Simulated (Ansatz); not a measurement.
**Ni$_{10}$O (slab): density, localisation and related maps**

Input file:

```
crystal:
  lattice:
    - [3.4781861089, 0.0, 0.0]
    - [0.0, 3.4781861089, 0.0]
    - [0.0, 0.0, 25.9563722178]
  atoms:
    - { symbol: Ni, position: [0.0, 0.5, 0.3274725732], spin: 0.84 }
    - { symbol: Ni, position: [0.5, 0.0, 0.3274725732], spin: 0.84 }
    - { symbol: Ni, position: [0.5, 0.5, 0.394473194], spin: 0.74 }
    - { symbol: Ni, position: [0.0, 0.0, 0.394473194], spin: 0.74 }
    - { symbol: Ni, position: [0.0, 0.5, 0.4621740688], spin: 0.74 }
    - { symbol: Ni, position: [0.5, 0.0, 0.4621740688], spin: 0.74 }
    - { symbol: Ni, position: [0.5, 0.5, 0.5299925552], spin: 0.74 }
    - { symbol: Ni, position: [0.0, 0.0, 0.5299925552], spin: 0.74 }
    - { symbol: Ni, position: [0.0, 0.5, 0.5958274598], spin: 0.83 }
    - { symbol: Ni, position: [0.5, 0.0, 0.5958274598], spin: 0.83 }
    - { symbol: O, position: [0.75, 0.25, 0.6520756901], spin: 2.0 }
basis:
  ecutwfc: 420
kpoints:
  mp_grid: { grid: [8, 8, 1] }
hamiltonian:
  xc: pbe
  dispersion: d3bj
scf:
  occupations: { method: gaussian, width: 0.1 }
output:
  forces: true
  eigenvalues: true
  populations: true
  write_density: true
  write_potential: true
  elf: true
  volumetric_format: npy
magnetization:
  spin_polarized: true
relax:
  adjacent_minimum: "off"
  f_tol: 0.03
  max_steps: 70
  constraints: [{ sites: [0, 1, 2, 3] }]
efield:
  axis: 3
  dipole_correction: true
```

Launched as:

```sh
ansatz run input.yaml --threads 4 --pin off --max-ram 10240MiB --backend cpu --events-out ev --progress --plain --runs-dir out
```

The fields are those of the relaxed geometry.

Spin-polarised.

The calculation used DFT PBE+D3(BJ), scalar-relativistic, plane waves, PAW (Ansatz 0.2.0).

In a PAW calculation such maps are meaningful between the atoms, not at the nuclei.

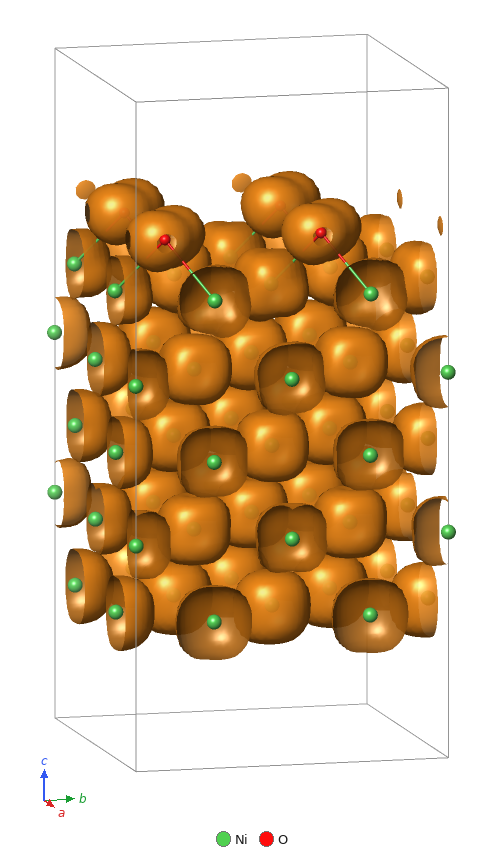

Figure 1. Isosurface of the spin density (up minus down) at +0.03 e/Å³ (orange), seen slightly off an axis. Sticks mark near contacts.

Q: Where is the spin, and how is it ordered?

A: The spin density sits on Ni: +0.7 μB (×10); O: +0.3 μB in one cell of 11 atoms: parallel main moments (a ferromagnetic arrangement) in this solution. The cell of the calculation (11 atoms) carries 6.8 μB of net spin moment.

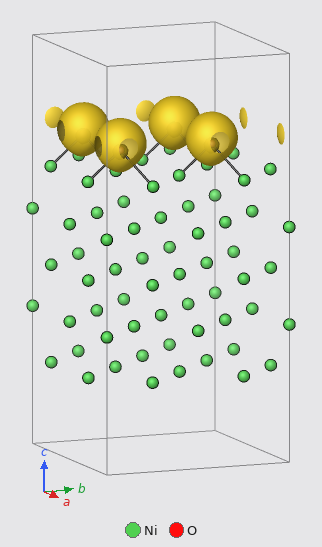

Figure 2. Isosurface of the ELF at 0.6 (yellow), seen at an oblique angle. Only the valence region is drawn (cores and ρ < 0.01 e/Å³ removed). Sticks mark near contacts.

Q: Where are the electrons localised?

A: At this value the surface marks out one region wrapped around O (its valence shell), counted in one cell of 11 atoms. Counts are for one cell; the picture repeats the cell along the surface. Along the contacts the grid gives the following. Ni–O (1.75 Å): the ELF peaks at about 0.80 in the valence shell of O, 0.6 Å from its nucleus, and is about 0.30 at the midpoint: no shared electron pair shows on this line.

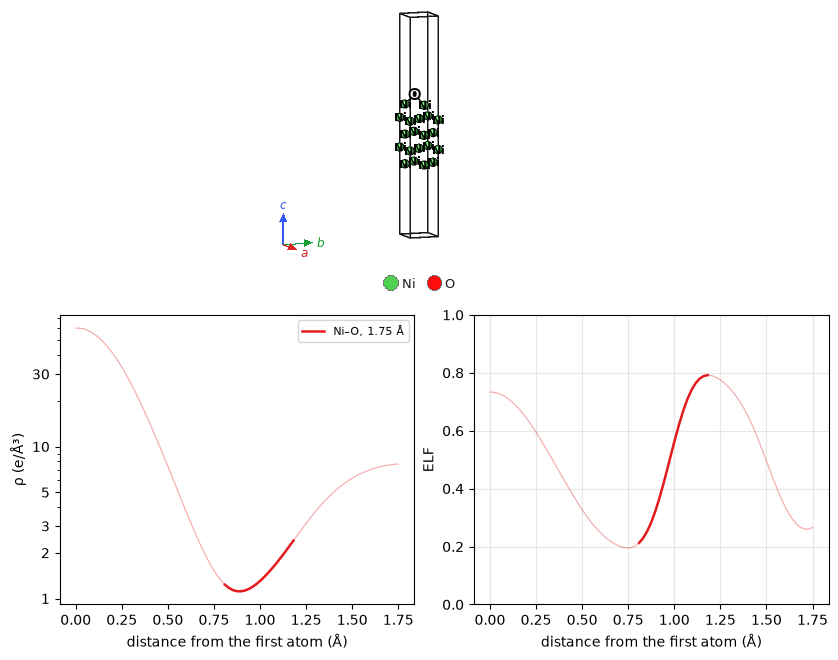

Figure 3. Valence electron density and electron localisation function along straight lines between neighbouring atoms. Thin, pale parts lie inside the atomic spheres. The structure is drawn too.

Q: What can be read from the curves?

A: Ni–O (1.75 Å): the density is about 1.1 e/Å³ at the midpoint; the ELF peaks at about 0.80 in the valence shell of O, 0.6 Å from its nucleus, and is about 0.30 at the midpoint (no shared electron pair shows on this line).

Q: Metal or insulator at this level of theory?

A: It is metallic or semimetallic at this level of theory: no gap opens.
